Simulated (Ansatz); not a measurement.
## Single-point calculation, with input and output: SrTiO$_{3}$ (part 1 of 2)

SrTiO$_{3}$ (I4/mcm, 40 atoms in the cell), computed with DFT PBE, scalar-relativistic, plane waves, PAW, no spin polarisation (Ansatz 0.2.0).

The structure derives from an entry of the Crystallography Open Database.

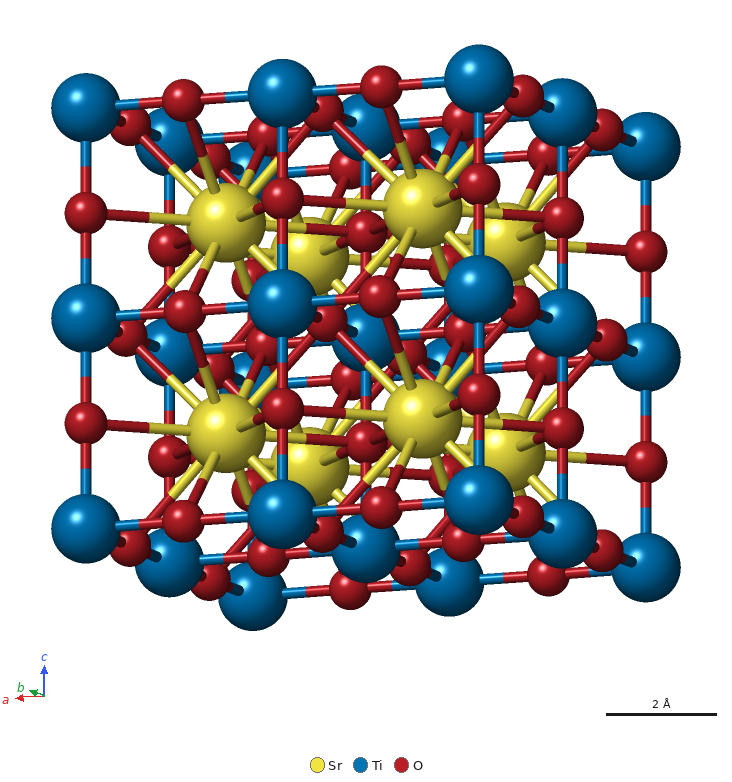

*The input geometry (ball-and-stick view of the cell of the calculation, seen at an oblique angle). An atom can appear more than once, as a periodic image.*

**Input file**
```yaml
crystal:
  lattice:
    - [5.511, -5.511, 0.0]
    - [5.511, 5.511, 0.0]
    - [0.0, 0.0, 7.796]
  atoms:
    - { symbol: Sr, position: [0.25, 0.25, 0.75] }
    - { symbol: Sr, position: [0.25, 0.75, 0.25] }
    - { symbol: Sr, position: [0.75, 0.25, 0.25] }
    - { symbol: Sr, position: [0.75, 0.75, 0.75] }
    - { symbol: Sr, position: [0.75, 0.25, 0.75] }
    - { symbol: Sr, position: [0.75, 0.75, 0.25] }
    - { symbol: Sr, position: [0.25, 0.25, 0.25] }
    - { symbol: Sr, position: [0.25, 0.75, 0.75] }
    - { symbol: Ti, position: [0.0, 0.0, 0.0] }
    - { symbol: Ti, position: [0.0, 0.5, 0.5] }
    - { symbol: Ti, position: [0.5, 0.0, 0.5] }
    - { symbol: Ti, position: [0.5, 0.5, 0.0] }
    - { symbol: Ti, position: [0.5, 0.0, 0.0] }
    - { symbol: Ti, position: [0.5, 0.5, 0.5] }
    - { symbol: Ti, position: [0.0, 0.0, 0.5] }
    - { symbol: Ti, position: [0.0, 0.5, 0.0] }
    - { symbol: O, position: [0.0, 0.0, 0.25] }
    - { symbol: O, position: [0.0, 0.5, 0.75] }
    - { symbol: O, position: [0.5, 0.0, 0.75] }
    - { symbol: O, position: [0.5, 0.5, 0.25] }
    - { symbol: O, position: [0.5, 0.0, 0.25] }
    - { symbol: O, position: [0.5, 0.5, 0.75] }
    - { symbol: O, position: [0.0, 0.0, 0.75] }
    - { symbol: O, position: [0.0, 0.5, 0.25] }
    - { symbol: O, position: [0.75, 0.4951, 0.0] }
    - { symbol: O, position: [0.75, 0.9951, 0.5] }
    - { symbol: O, position: [0.25, 0.4951, 0.5] }
    - { symbol: O, position: [0.25, 0.9951, 0.0] }
    - { symbol: O, position: [0.0049, 0.25, 0.0] }
    - { symbol: O, position: [0.0049, 0.75, 0.5] }
    - { symbol: O, position: [0.5049, 0.25, 0.5] }
    - { symbol: O, position: [0.5049, 0.75, 0.0] }
    - { symbol: O, position: [0.75, 0.0049, 0.0] }
    - { symbol: O, position: [0.75, 0.5049, 0.5] }
    - { symbol: O, position: [0.25, 0.0049, 0.5] }
    - { symbol: O, position: [0.25, 0.5049, 0.0] }
    - { symbol: O, position: [0.4951, 0.25, 0.0] }
    - { symbol: O, position: [0.4951, 0.75, 0.5] }
    - { symbol: O, position: [0.9951, 0.25, 0.5] }
    - { symbol: O, position: [0.9951, 0.75, 0.0] }
basis:
  ecutwfc: 420
  fft_grid_basis: typed
kpoints:
  mp_grid: { grid: [2, 2, 2] }
hamiltonian:
  xc: pbe
  pseudopotentials: { kind: paw }
scf:
  occupations: { method: gaussian, width: 0.05 }
output:
  forces: true
  stress: false
  eigenvalues: true
  bader: false
  write_density: true
  volumetric_format: npy
```

Run on 4 threads of Arm Neoverse V1, 24 GiB of memory available, shared host.

Command:
```bash
ansatz run input.yaml --threads 4 --pin off --max-ram 10240MiB --backend cpu --events-out ev --progress --plain --runs-dir out
```

**The program's output**
```
Engine: ansatz 0.2.0, aarch64-unknown-linux-gnu
Pseudopotentials: kind: paw
Pseudopotential: Sr, paw, valence charge 10, recommended cutoff 420 eV (normal), Sr.paw.azcp
Pseudopotential: Ti, paw, valence charge 12, recommended cutoff 420 eV (normal), Ti.paw.azcp
Pseudopotential: O, paw, valence charge 6, recommended cutoff 420 eV (normal), O.paw.azcp
Functional definition: PBE
  parameter kappa = 0.804
  parameter beta = 0.06672455060314922
  exchange = pbe_x(kappa = kappa, mu = beta*pi^2/3)
  correlation = pbe_c(beta = beta)
Crystal: 40 atoms, lattice volume = 473.547 Å³
Basis set: ecut = 420 eV, 9171 PW (Γ), exchange–correlation on 108×108×108 points (8 copies of the dense FFT grid, shifted against one another)
Bands: 200, of which v1, the nominal top of the filled ones, is band 160 counted from 1 (159 counted from 0)
Symmetry: 64 space group operations
Space group: I4/mcm (ITA 140), of the structure as read, at distance tolerance 7.8e-5 Å
k-points: 6 of 8
Non-local potential: Sr, projectors of the file, l = 0: 3, l = 1: 2, l = 2: 2
Non-local potential: Ti, projectors of the file, l = 0: 3, l = 1: 2, l = 2: 3, l = 3: 1
Non-local potential: O, projectors of the file, l = 0: 2, l = 1: 2, l = 2: 1
PAW form: soft (Blöchl's): semilocal exchange-correlation on the pseudo side does not see the compensation charge
PAW one-centre angular grid: Sr, 110 points (default); XC on 64 Gauss nodes
PAW one-centre angular grid: Ti, 590 points (default); XC on 64 Gauss nodes
PAW one-centre angular grid: O, 110 points (default); XC on 64 Gauss nodes
Initial density: superposition of atomic densities (neutral atoms: chi_scale 0, normalization atom), corrected by the library's trained network
Initial wavefunctions: pseudopotential atomic-orbital guess
Functional: x = pbe(κ = 0.804, μ = 0.2195149727645171), c = pbe(β = 0.06672455060314922)
SCF iter   1: F=—  HF=-62035.506483 eV  |F-HF|=—  |Δ(HF+E_count)|=         —  Δρ=1.47e-3  dr2=3.18e-3  ethr=1.77e-3  ⟨swp⟩=6.7  Hψ=5251  notcnv=0  defer=21
preconditioner: auto → Resta (q_TF=auto, 2.556 Å⁻¹)  ε∞=5.7  [insulator: Δε(μ)=1.886 eV  Ē_g=12.199 eV  σ=0.050 eV  W_gap=1.00  n_scr=146 (ndim 8)  ℏωp=26.4 eV  f_vac=0.000  D(μ)=0.00/eV (n_scr^D=0)  ε∞_Penn≈5.7]
SCF iter   2: F=—  HF=-62035.515604 eV  |F-HF|=—  |Δ(HF+E_count)|=   9.12e-3  Δρ=7.43e-4  dr2=4.89e-4  ethr=9.94e-7  ⟨swp⟩=3.0  Hψ=2780  notcnv=0  defer=56
SCF iter   3: F=—  HF=-62035.516822 eV  |F-HF|=—  |Δ(HF+E_count)|=   1.22e-3  Δρ=1.56e-4  dr2=2.87e-5  ethr=1.53e-7  ⟨swp⟩=2.7  Hψ=1775  notcnv=0  defer=2
automatic band count: iteration 3 solves 186 bands in place of 200: the levels show a gap, and the empty bands left out lie too high to hold charge; the band table lists the bands solved (type scf.n_extra_bands for more)
SCF iter   4: F=—  HF=-62035.523294 eV  |F-HF|=—  |Δ(HF+E_count)|=   6.47e-3  Δρ=3.01e-5  dr2=2.46e-6  ethr=8.96e-9  ⟨swp⟩=2.2  Hψ=1974  notcnv=0  defer=2
SCF iter   5: F=—  HF=-62035.523294 eV  |F-HF|=—  |Δ(HF+E_count)|=   7.41e-7  Δρ=9.76e-6  dr2=2.92e-7  ethr=7.68e-10  ⟨swp⟩=2.0  Hψ=1518  notcnv=0  defer=2
SCF iter   6: F=-62035.523295 eV  HF=-62035.523295 eV  |F-HF|=8.08e-9  |Δ(HF+E_count)|=   1.65e-7  Δρ=3.58e-6  dr2=3.55e-8  ethr=3.13e-11  ⟨swp⟩=9.0  Hψ=4647  notcnv=0
SCF 1 converged in 6 iterations: F = -62035.523295 eV  dr2 = 3.55e-8
  greatest PAW one-centre occupation: 0.999 electrons in one spin orbital (limit 2), on the Ti atom at site 15 (counted from 0), in its partial waves of l = 0
SCF converged after 6 iterations
Free energy (F): -62035.523295 eV
Harris-Foulkes:  -62035.523295 eV  (|F-HF|=8.08e-9)
Internal energy: -62035.523295 eV  (E = F + TS)
E sigma→0 (E₀):  -62035.523295 eV
Fermi energy:    11.019422 eV
--- Per-component energies (eV) ---
  E_band       = -1611.690046
  E_kinetic    = 8394.113772
  E_local      = -19008.870832  (includes V_loc(G=0)·N_el)
  E_nonlocal   = 2784.463374
  E_hartree    = 6658.137610
  E_xc         = -3974.869214
  E_vxc        = -4582.267838  (∫ρ·V_xc dr)
  E_paw        = -33710.704441  (= ΣΔE_a)
  E_vpaw       = -2515.466566  (= ΣTr[D̂ρ^β])
  E_aug_tail   = 0.060993  (compensation charges beyond the density's cutoff)
  E_ewald      = -23177.854556
  E_smearing   = -0.000000  (= −TS)
  E_closure    = -0.000000  (closes the sum)
  Σ components = -62035.523295   (vs F -62035.523295, Δ=0.00e0)
--- Forces (eV/Å), atoms counted from 1 ---
  atom   1  Sr    -0.00000000     0.00000000    -0.00000000
  atom   2  Sr    -0.00000000     0.00000000     0.00000000
  atom   3  Sr    -0.00000000    -0.00000000     0.00000000
  atom   4  Sr    -0.00000000     0.00000000     0.00000000
  atom   5  Sr    -0.00000000     0.00000000     0.00000000
  atom   6  Sr     0.00000000    -0.00000000    -0.00000000
  atom   7  Sr     0.00000000     0.00000000     0.00000000
  atom   8  Sr    -0.00000000     0.00000000    -0.00000000
  atom   9  Ti     0.00000000    -0.00000000    -0.00000000
  atom  10  Ti     0.00000000    -0.00000000     0.00000000
  atom  11  Ti     0.00000000    -0.00000000    -0.00000000
  atom  12  Ti     0.00000000    -0.00000000     0.00000000
  atom  13  Ti     0.00000000    -0.00000000    -0.00000000
  atom  14  Ti     0.00000000     0.00000000     0.00000000
  atom  15  Ti     0.00000000     0.00000000    -0.00000000
  atom  16  Ti     0.00000000     0.00000000     0.00000000
  atom  17  O     -0.00000000    -0.00000000    -0.00000000
  atom  18  O     -0.00000000     0.00000000     0.00000000
  atom  19  O     -0.00000000     0.00000000     0.00000000
  atom  20  O     -0.00000000    -0.00000000     0.00000000
  atom  21  O     -0.00000000     0.00000000     0.00000000
  atom  22  O     -0.00000000    -0.00000000     0.00000000
  atom  23  O     -0.00000000     0.00000000    -0.00000000
  atom  24  O     -0.00000000    -0.00000000     0.00000000
  atom  25  O     -0.01210414    -0.01210414     0.00000000
  atom  26  O     -0.01210414    -0.01210414    -0.00000000
  atom  27  O     -0.01210414    -0.01210414     0.00000000
  atom  28  O     -0.01210414    -0.01210414     0.00000000
  atom  29  O      0.01210414    -0.01210414     0.00000000
  atom  30  O      0.01210414    -0.01210414     0.00000000
  atom  31  O      0.01210414    -0.01210414     0.00000000
  atom  32  O      0.01210414    -0.01210414     0.00000000
  atom  33  O      0.01210414     0.01210414    -0.00000000
  atom  34  O      0.01210414     0.01210414     0.00000000
  atom  35  O      0.01210414     0.01210414    -0.00000000
  atom  36  O      0.01210414     0.01210414     0.00000000
  atom  37  O     -0.01210414     0.01210414     0.00000000
  atom  38  O     -0.01210414     0.01210414     0.00000000
  atom  39  O     -0.01210414     0.01210414    -0.00000000
  atom  40  O     -0.01210414     0.01210414    -0.00000000
  max |Σ_I F_I| component: 5.20e-17 eV/Å
--- Band table (eV; the first three rows and the last of 6) ---
```
